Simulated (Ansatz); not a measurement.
# What a change does: single-point calculation on Si

System: Si (C2, 8 atoms in the cell).
Method of run 1: DFT LDA, scalar-relativistic, plane waves, PAW, no spin polarisation (Ansatz 0.2.0).

The structure derives from a Materials Project entry. Text and figures count atoms from 1; the logs count them from 0 in places.

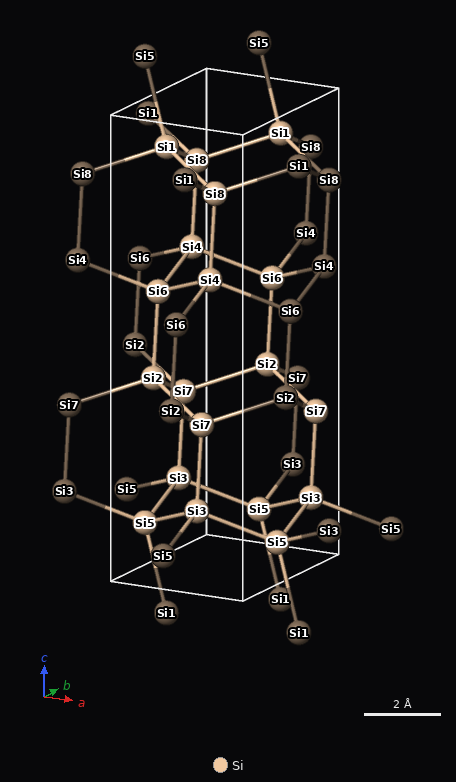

The structure as given in the input (ball-and-stick view of the cell 2 times as large as that of the calculation, set on its symmetry axes, seen slightly off an axis; neighbours outside the cell are drawn fainter; atoms are numbered from 1 in the order of the input). An atom can appear more than once, as a periodic image.

## The input, run 1
```yaml
crystal:
  lattice:
    - [-3.801975485, 0.0, 0.0]
    - [-1.9009877425, -3.2926073546, 0.0]
    - [-0.760395097, 0.0, 12.5782403681]
  atoms:
    - { symbol: Si, position: [0.1520300042, 0.3333333333, 0.9065166459] }
    - { symbol: Si, position: [0.2520300042, 0.3333333333, 0.4065166459] }
    - { symbol: Si, position: [0.6353633375, 0.6666666667, 0.1565166459] }
    - { symbol: Si, position: [0.5353633375, 0.6666666667, 0.6565166459] }
    - { symbol: Si, position: [0.3146366625, 0.3333333333, 0.0934833541] }
    - { symbol: Si, position: [0.2146366625, 0.3333333333, 0.5934833541] }
    - { symbol: Si, position: [0.5979699958, 0.6666666667, 0.3434833541] }
    - { symbol: Si, position: [0.4979699958, 0.6666666667, 0.8434833541] }
basis:
  ecutwfc: 420
kpoints:
  mp_grid: { grid: [10, 10, 3] }
hamiltonian:
  xc: lda
scf:
  occupations: { method: gaussian, width: 0.03 }
output:
  forces: true
  stress: true
  eigenvalues: true
```

Launched with:
```bash
ansatz run input.yaml --threads 2 --pin off --max-ram 5120MiB --backend cpu --events-out ev --progress --plain --runs-dir out
```

Hardware: 2 threads of Intel Xeon (Granite Rapids), 32 GiB of memory available, shared host.

## Output, shortened to warnings, some set-up lines, iterations and results (run 1)
```
Basis set: ecut = 420 eV, 3079 PW (Γ)
Symmetry: 2 space group operations
k-points: 86 of 300 (time reversal used)
Initial density: superposition of atomic densities (neutral atoms: chi_scale 0, normalization atom), corrected by the library's trained network
[...]
SCF iter   1: F=—  HF=-4868.832993 eV  |F-HF|=—  |Δ(HF+E_count)|=         —  Δρ=3.84e-3  dr2=1.54e-2  ethr=1.77e-3  ⟨swp⟩=7.7  Hψ=12771  notcnv=0  defer=7
SCF iter   2: F=—  HF=-4868.830905 eV  |F-HF|=—  |Δ(HF+E_count)|=   2.09e-3  Δρ=2.15e-3  dr2=4.86e-3  ethr=4.81e-5  ⟨swp⟩=2.0  Hψ=3652  notcnv=0  defer=118
SCF iter   3: F=—  HF=-4868.829733 eV  |F-HF|=—  |Δ(HF+E_count)|=   1.17e-3  Δρ=1.44e-4  dr2=4.66e-5  ethr=1.52e-5  ⟨swp⟩=2.0  Hψ=3237  notcnv=0  defer=51
SCF iter   4: F=—  HF=-4868.829729 eV  |F-HF|=—  |Δ(HF+E_count)|=   3.53e-6  Δρ=4.12e-5  dr2=7.13e-6  ethr=1.46e-7  ⟨swp⟩=2.2  Hψ=2408  notcnv=0  defer=51
SCF iter   5: F=—  HF=-4868.829729 eV  |F-HF|=—  |Δ(HF+E_count)|=   4.56e-7  Δρ=1.08e-5  dr2=3.98e-7  ethr=2.23e-8  ⟨swp⟩=2.0  Hψ=2268  notcnv=0  defer=51
SCF iter   6: F=-4868.829729 eV  HF=-4868.829729 eV  |F-HF|=8.61e-9  |Δ(HF+E_count)|=   9.20e-9  Δρ=3.98e-6  dr2=3.35e-8  ethr=3.13e-10  ⟨swp⟩=8.2  Hψ=9387  notcnv=0
SCF 1 converged in 6 iterations: F = -4868.829729 eV  dr2 = 3.35e-8
SCF converged after 6 iterations
Free energy (F): -4868.829729 eV
Harris-Foulkes:  -4868.829729 eV  (|F-HF|=8.61e-9)
Internal energy: -4868.829729 eV  (E = F + TS)
E sigma→0 (E₀):  -4868.829729 eV
Fermi energy:    6.631079 eV
--- Per-component energies (eV) ---
  E_band       = 36.171720
  E_kinetic    = 325.216559
  E_local      = -221.636497  (includes V_loc(G=0)·N_el)
  E_nonlocal   = 216.604518
  E_hartree    = 58.518228
  E_xc         = -439.132061
  E_vxc        = -377.911066  (∫ρ·V_xc dr)
  E_paw        = -3889.268539  (= ΣΔE_a)
  E_vpaw       = -23.138900  (= ΣTr[D̂ρ^β])
  E_aug_tail   = 0.000044  (compensation charges beyond the density's cutoff)
  E_ewald      = -919.806626
  E_core_change = 0.674646  (= ΣΔE_core)
  E_smearing   = -0.000000  (= −TS)
  E_closure    = -0.000000  (closes the sum)
  Σ components = -4868.829729   (vs F -4868.829729, Δ=0.00e0)
--- Forces (eV/Å), atoms counted from 1 ---
  atom   1  Si    -0.74105999     0.05871406     0.57266218
  atom   2  Si    -0.01239387     0.00161048    -0.00069359
  atom   3  Si    -0.10218251    -0.03977908    -0.01258815
  atom   4  Si    -0.12487416    -0.02055250    -0.02932907
  atom   5  Si     0.74105999     0.05871406    -0.57266218
  atom   6  Si     0.01239387     0.00161048     0.00069359
  atom   7  Si     0.12487416    -0.02055250     0.02932907
  atom   8  Si     0.10218251    -0.03977908     0.01258815
  max |Σ_I F_I| component: 1.41e-5 eV/Å
--- Stress (GPa, compression-positive) ---
       -0.672462      -0.000000       2.767858
       -0.000000       0.132381       0.000000
        2.767857       0.000000      -1.064092
  P = ⅓ Tr σ = -0.5347 GPa (-5.347 kbar)
```

The input of run 2 differs as follows (lines with − go, lines with + come):
```diff
-    - [-0.760395097, 0.0, 12.5782403681]
+    - [-0.3801975485, 0.0, 12.5782403681]
-    - { symbol: Si, position: [0.1520300042, 0.3333333333, 0.9065166459] }
-    - { symbol: Si, position: [0.2520300042, 0.3333333333, 0.4065166459] }
-    - { symbol: Si, position: [0.6353633375, 0.6666666667, 0.1565166459] }
-    - { symbol: Si, position: [0.5353633375, 0.6666666667, 0.6565166459] }
-    - { symbol: Si, position: [0.3146366625, 0.3333333333, 0.0934833541] }
-    - { symbol: Si, position: [0.2146366625, 0.3333333333, 0.5934833541] }
-    - { symbol: Si, position: [0.5979699958, 0.6666666667, 0.3434833541] }
-    - { symbol: Si, position: [0.4979699958, 0.6666666667, 0.8434833541] }
+    - { symbol: Si, position: [0.2426816687, 0.3333333333, 0.9065166459] }
+    - { symbol: Si, position: [0.2926816687, 0.3333333333, 0.4065166459] }
+    - { symbol: Si, position: [0.6510150021, 0.6666666667, 0.1565166459] }
+    - { symbol: Si, position: [0.6010150021, 0.6666666667, 0.6565166459] }
+    - { symbol: Si, position: [0.3239849979, 0.3333333333, 0.0934833541] }
+    - { symbol: Si, position: [0.2739849979, 0.3333333333, 0.5934833541] }
+    - { symbol: Si, position: [0.6323183313, 0.6666666667, 0.3434833541] }
+    - { symbol: Si, position: [0.5823183313, 0.6666666667, 0.8434833541] }
```

Predict how the results change.

With the same functional and potentials, run 2 lies 26.6 meV per atom lower. The pressure goes from −0.53 to −0.16 GPa. The largest force goes from 0.938 to 0.384 eV/Å. The number of SCF iterations is the same. The plane waves at Γ go from 3079 to 3093.

## Output, shortened to warnings, some set-up lines, iterations and results (run 2)
```
Basis set: ecut = 420 eV, 3093 PW (Γ)
Symmetry: 2 space group operations
k-points: 86 of 300 (time reversal used)
Initial density: superposition of atomic densities (neutral atoms: chi_scale 0, normalization atom), corrected by the library's trained network
[...]
SCF iter   1: F=—  HF=-4869.045554 eV  |F-HF|=—  |Δ(HF+E_count)|=         —  Δρ=3.87e-3  dr2=1.45e-2  ethr=1.77e-3  ⟨swp⟩=7.8  Hψ=12803  notcnv=0  defer=2
SCF iter   2: F=—  HF=-4869.043861 eV  |F-HF|=—  |Δ(HF+E_count)|=   1.69e-3  Δρ=2.16e-3  dr2=4.63e-3  ethr=4.53e-5  ⟨swp⟩=2.0  Hψ=3559  notcnv=0  defer=112
SCF iter   3: F=—  HF=-4869.042829 eV  |F-HF|=—  |Δ(HF+E_count)|=   1.03e-3  Δρ=1.25e-4  dr2=2.91e-5  ethr=1.45e-5  ⟨swp⟩=2.0  Hψ=3228  notcnv=0  defer=51
SCF iter   4: F=—  HF=-4869.042826 eV  |F-HF|=—  |Δ(HF+E_count)|=   2.76e-6  Δρ=2.91e-5  dr2=4.93e-6  ethr=9.09e-8  ⟨swp⟩=2.7  Hψ=3010  notcnv=0  defer=51
SCF iter   5: F=—  HF=-4869.042826 eV  |F-HF|=—  |Δ(HF+E_count)|=   3.18e-7  Δρ=9.81e-6  dr2=2.61e-7  ethr=1.54e-8  ⟨swp⟩=2.0  Hψ=2251  notcnv=0  defer=51
SCF iter   6: F=-4869.042826 eV  HF=-4869.042826 eV  |F-HF|=4.10e-9  |Δ(HF+E_count)|=   1.69e-8  Δρ=3.77e-6  dr2=2.15e-8  ethr=3.13e-10  ⟨swp⟩=8.2  Hψ=9381  notcnv=0
SCF 1 converged in 6 iterations: F = -4869.042826 eV  dr2 = 2.15e-8
SCF converged after 6 iterations
Free energy (F): -4869.042826 eV
Harris-Foulkes:  -4869.042826 eV  (|F-HF|=4.10e-9)
Internal energy: -4869.042826 eV  (E = F + TS)
E sigma→0 (E₀):  -4869.042826 eV
Fermi energy:    6.635412 eV
--- Per-component energies (eV) ---
  E_band       = 35.632175
  E_kinetic    = 325.797293
  E_local      = -224.457307  (includes V_loc(G=0)·N_el)
  E_nonlocal   = 216.872932
  E_hartree    = 59.465800
  E_xc         = -439.388932
  E_vxc        = -378.241608  (∫ρ·V_xc dr)
  E_paw        = -3889.418622  (= ΣΔE_a)
  E_vpaw       = -23.271687  (= ΣTr[D̂ρ^β])
  E_aug_tail   = 0.000044  (compensation charges beyond the density's cutoff)
  E_ewald      = -918.588679
  E_core_change = 0.674646  (= ΣΔE_core)
  E_smearing   = -0.000000  (= −TS)
  E_closure    = -0.000000  (closes the sum)
  Σ components = -4869.042826   (vs F -4869.042826, Δ=0.00e0)
--- Forces (eV/Å), atoms counted from 1 ---
  atom   1  Si    -0.33156469     0.01745034     0.19346476
  atom   2  Si    -0.00673458     0.00060306     0.00012542
  atom   3  Si    -0.06293980    -0.01315932    -0.00448605
  atom   4  Si    -0.06725928    -0.00489556    -0.00708040
  atom   5  Si     0.33156469     0.01745034    -0.19346476
  atom   6  Si     0.00673458     0.00060306    -0.00012542
  atom   7  Si     0.06725928    -0.00489556     0.00708040
  atom   8  Si     0.06293980    -0.01315932     0.00448605
  max |Σ_I F_I| component: 2.95e-6 eV/Å
--- Stress (GPa, compression-positive) ---
       -0.150838      -0.000000       1.287808
       -0.000000       0.045070       0.000000
        1.287808       0.000000      -0.375330
  P = ⅓ Tr σ = -0.1604 GPa (-1.604 kbar)
```

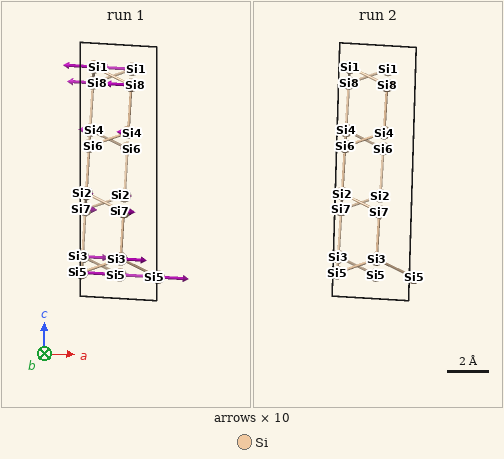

The two input geometries at one scale (ball-and-stick view of the cell 2 times as large as that of the calculation, set on its symmetry axes, along the b axis). The pink arrows on the first give the shifts of the atoms relative to the cell, with their mean removed, magnified 10 times. The largest moves relative to the cell, 0.15 Å, are those of Si1 and Si5. (The mean shift of all atoms is removed.) The drawn cell changes at constant volume: a stays at 3.802 Å, b stays at 6.585 Å, c 12.601 → 12.584 Å (−0.1 %), β 93.5° → 91.7°. Among the contacts that change: Si1–Si5 2.472 → 2.382 Å.

## The two runs side by side

| quantity | run 1 | run 2 |
| --- | --- | --- |
| outcome | converged | converged |
| free energy per atom (eV) | −608.6037 | −608.6304 |
| gap on the mesh (eV) | 0.27 | 0.28 |
| pressure (GPa) | −0.53 | −0.16 |
| largest force (eV/Å) | 0.938 | 0.384 |
| SCF iterations | 6 | 6 |
| irreducible k-points | 86 | 86 |
| plane waves at Γ | 3079 | 3093 |
| wall time (shared host) | 6.4 s | 6.3 s |
